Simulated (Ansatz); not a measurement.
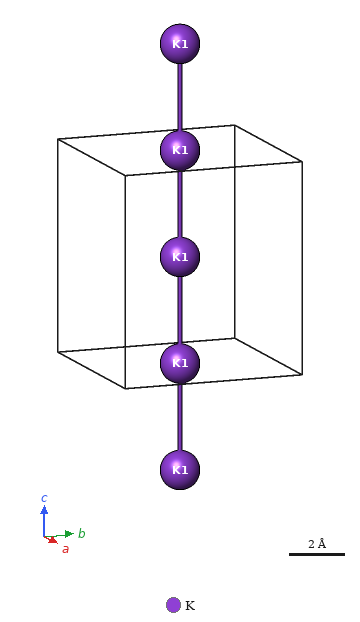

Fig. 1: The structure as given in the input (ball-and-stick view of the 2 repeat of the cell, with the vacuum cut short, seen slightly off an axis; bonded neighbours outside the cell are drawn too; atoms are numbered from 1 in the order of the input).

## What a change does: single-point calculation on K

System: K (1 atom in the cell).
Method of run A: DFT LDA, scalar-relativistic, plane waves, PAW, no spin polarisation (Ansatz 0.2.0).

The structure derives from a Materials Project entry. Text and figures count atoms from 1; the logs count them from 0 in places.

## The input, run A
```yaml
crystal:
  lattice:
    - [10.0336924599, 0.0, 0.0]
    - [0.0, 10.0336924599, 0.0]
    - [0.0, 0.0, 4.0263231448]
  atoms:
    - { symbol: K, position: [0.0, 0.0, 0.0] }
basis:
  ecutwfc: 420
kpoints:
  mp_grid: { grid: [8, 8, 16] }
hamiltonian:
  xc: lda
scf:
  occupations: { method: gaussian, width: 0.15 }
output:
  forces: true
  stress: true
  eigenvalues: true
```

Hardware: 1 thread of an Arm (aarch64) CPU, shared host.

## Output, shortened to warnings, some set-up lines, iterations and results (run A)
```
Basis set: ecut = 420 eV, 7945 PW (Γ)
Symmetry: 16 space group operations
k-points: 135 of 1024
Initial density: superposition of atomic densities (neutral atoms: chi_scale 0, normalization atom), corrected by the library's trained network
[...]
SCF iter   1: F=—  HF=-1495.696673 eV  |F-HF|=—  |Δ(HF+E_count)|=         —  Δρ=1.38e-3  dr2=3.28e-3  ethr=1.77e-3  ⟨swp⟩=6.6  Hψ=10387  notcnv=0
SCF iter   2: F=—  HF=-1495.697783 eV  |F-HF|=—  |Δ(HF+E_count)|=   1.11e-3  Δρ=2.17e-4  dr2=3.99e-4  ethr=3.65e-5  ⟨swp⟩=2.5  Hψ=2786  notcnv=0
SCF iter   3: F=—  HF=-1495.697793 eV  |F-HF|=—  |Δ(HF+E_count)|=   9.91e-6  Δρ=1.15e-4  dr2=6.62e-5  ethr=4.43e-6  ⟨swp⟩=2.0  Hψ=1661  notcnv=0
SCF iter   4: F=—  HF=-1495.697833 eV  |F-HF|=—  |Δ(HF+E_count)|=   3.98e-5  Δρ=4.59e-5  dr2=7.44e-6  ethr=7.35e-7  ⟨swp⟩=2.0  Hψ=1784  notcnv=0
SCF iter   5: F=—  HF=-1495.697831 eV  |F-HF|=—  |Δ(HF+E_count)|=   1.79e-6  Δρ=6.49e-6  dr2=1.74e-7  ethr=8.26e-8  ⟨swp⟩=2.5  Hψ=1839  notcnv=0
SCF iter   6: F=-1495.697831 eV  HF=-1495.697831 eV  |F-HF|=2.72e-10  |Δ(HF+E_count)|=   1.85e-8  Δρ=6.11e-7  dr2=2.85e-9  ethr=1.11e-9  ⟨swp⟩=7.7  Hψ=7055  notcnv=0
SCF 1 converged in 6 iterations: F = -1495.697831 eV  dr2 = 2.85e-9
SCF converged after 6 iterations
Free energy (F): -1495.697831 eV
Harris-Foulkes:  -1495.697831 eV  (|F-HF|=2.72e-10)
Internal energy: -1495.687158 eV  (E = F + TS)
E sigma→0 (E₀):  -1495.692495 eV
Entropy (-TS):   -0.010673 eV (-10.673 meV/atom)
Fermi energy:    -1.735838 eV
--- Per-component energies (eV) ---
  E_band       = -176.458989
  E_kinetic    = 251.123639
  E_local      = -1229.473625  (includes V_loc(G=0)·N_el)
  E_nonlocal   = 16.041252
  E_hartree    = 488.489731
  E_xc         = -130.633015
  E_vxc        = -160.472929  (∫ρ·V_xc dr)
  E_paw        = -742.776604  (= ΣΔE_a)
  E_vpaw       = -30.655274  (= ΣTr[D̂ρ^β])
  E_aug_tail   = -0.000003  (compensation charges beyond the density's cutoff)
  E_ewald      = -148.716033
  E_core_change = 0.257500  (= ΣΔE_core)
  E_smearing   = -0.010673  (= −TS)
  E_closure    = 0.000000  (closes the sum)
  Σ components = -1495.697831   (vs F -1495.697831, Δ=0.00e0)
--- Forces (eV/Å), atoms counted from 1 ---
  atom   1  K      0.00000000    -0.00000000     0.00000000
  max |Σ_I F_I| component: 5.55e-32 eV/Å
--- Stress (GPa, compression-positive) ---
       -0.004990       0.000000       0.000000
        0.000000      -0.004990       0.000000
        0.000000       0.000000       0.012920
  P = ⅓ Tr σ = 0.0010 GPa (0.010 kbar)
```

For run B the input was changed thus:
```diff
-  mp_grid: { grid: [8, 8, 16] }
+  mp_grid: { grid: [6, 6, 16] }
```

How does run B compare with run A?

The energy doesn't change within 0.01 meV per atom. The number of SCF iterations is the same. The irreducible k-points go from 135 to 90.

## Output, shortened to warnings, some set-up lines, iterations and results (run B)
```
Basis set: ecut = 420 eV, 7945 PW (Γ)
Symmetry: 16 space group operations
k-points: 90 of 576
Initial density: superposition of atomic densities (neutral atoms: chi_scale 0, normalization atom), corrected by the library's trained network
[...]
SCF iter   1: F=—  HF=-1495.696678 eV  |F-HF|=—  |Δ(HF+E_count)|=         —  Δρ=1.38e-3  dr2=3.29e-3  ethr=1.77e-3  ⟨swp⟩=6.6  Hψ=6870  notcnv=0
SCF iter   2: F=—  HF=-1495.697775 eV  |F-HF|=—  |Δ(HF+E_count)|=   1.10e-3  Δρ=2.16e-4  dr2=3.89e-4  ethr=3.65e-5  ⟨swp⟩=2.5  Hψ=1856  notcnv=0
SCF iter   3: F=—  HF=-1495.697795 eV  |F-HF|=—  |Δ(HF+E_count)|=   1.96e-5  Δρ=1.15e-4  dr2=6.53e-5  ethr=4.33e-6  ⟨swp⟩=2.0  Hψ=1123  notcnv=0
SCF iter   4: F=—  HF=-1495.697833 eV  |F-HF|=—  |Δ(HF+E_count)|=   3.80e-5  Δρ=4.38e-5  dr2=7.09e-6  ethr=7.26e-7  ⟨swp⟩=2.0  Hψ=1189  notcnv=0
SCF iter   5: F=—  HF=-1495.697831 eV  |F-HF|=—  |Δ(HF+E_count)|=   1.69e-6  Δρ=5.76e-6  dr2=1.48e-7  ethr=7.87e-8  ⟨swp⟩=2.3  Hψ=1216  notcnv=0
SCF iter   6: F=-1495.697831 eV  HF=-1495.697831 eV  |F-HF|=1.43e-10  |Δ(HF+E_count)|=   1.08e-8  Δρ=5.65e-7  dr2=2.70e-9  ethr=1.11e-9  ⟨swp⟩=7.6  Hψ=4670  notcnv=0
SCF 1 converged in 6 iterations: F = -1495.697831 eV  dr2 = 2.70e-9
SCF converged after 6 iterations
Free energy (F): -1495.697831 eV
Harris-Foulkes:  -1495.697831 eV  (|F-HF|=1.43e-10)
Internal energy: -1495.687158 eV  (E = F + TS)
E sigma→0 (E₀):  -1495.692495 eV
Entropy (-TS):   -0.010673 eV (-10.673 meV/atom)
Fermi energy:    -1.735837 eV
--- Per-component energies (eV) ---
  E_band       = -176.458934
  E_kinetic    = 251.123610
  E_local      = -1229.473557  (includes V_loc(G=0)·N_el)
  E_nonlocal   = 16.041248
  E_hartree    = 488.489685
  E_xc         = -130.633009
  E_vxc        = -160.472921  (∫ρ·V_xc dr)
  E_paw        = -742.776597  (= ΣΔE_a)
  E_vpaw       = -30.655267  (= ΣTr[D̂ρ^β])
  E_aug_tail   = -0.000003  (compensation charges beyond the density's cutoff)
  E_ewald      = -148.716033
  E_core_change = 0.257500  (= ΣΔE_core)
  E_smearing   = -0.010673  (= −TS)
  E_closure    = 0.000000  (closes the sum)
  Σ components = -1495.697831   (vs F -1495.697831, Δ=0.00e0)
--- Forces (eV/Å), atoms counted from 1 ---
  atom   1  K     -0.00000000     0.00000000     0.00000000
  max |Σ_I F_I| component: 6.16e-33 eV/Å
--- Stress (GPa, compression-positive) ---
       -0.004990       0.000000       0.000000
        0.000000      -0.004990       0.000000
        0.000000       0.000000       0.012920
  P = ⅓ Tr σ = 0.0010 GPa (0.010 kbar)
```

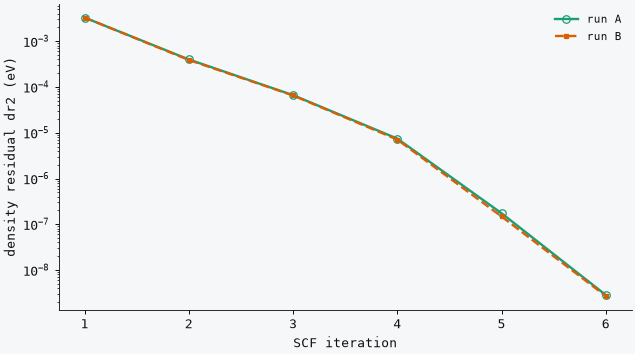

Fig. 2: Convergence of the two runs: density residual dr2 against the SCF iteration. Run A takes 6 iterations in all, and run B takes 6.

## The two runs side by side

```tsv
quantity	run A	run B
outcome	converged	converged
free energy per atom (eV)	−1495.6978	−1495.6978
energy per atom, smearing taken to zero (eV)	−1495.6925	−1495.6925
gap on the mesh (eV)	0.00	0.00
pressure (GPa)	0.00	0.00
largest force (eV/Å)	0.000	0.000
SCF iterations	6	6
irreducible k-points	135	90
plane waves at Γ	7945	7945
wall time (shared host)	26 s	18 s
```
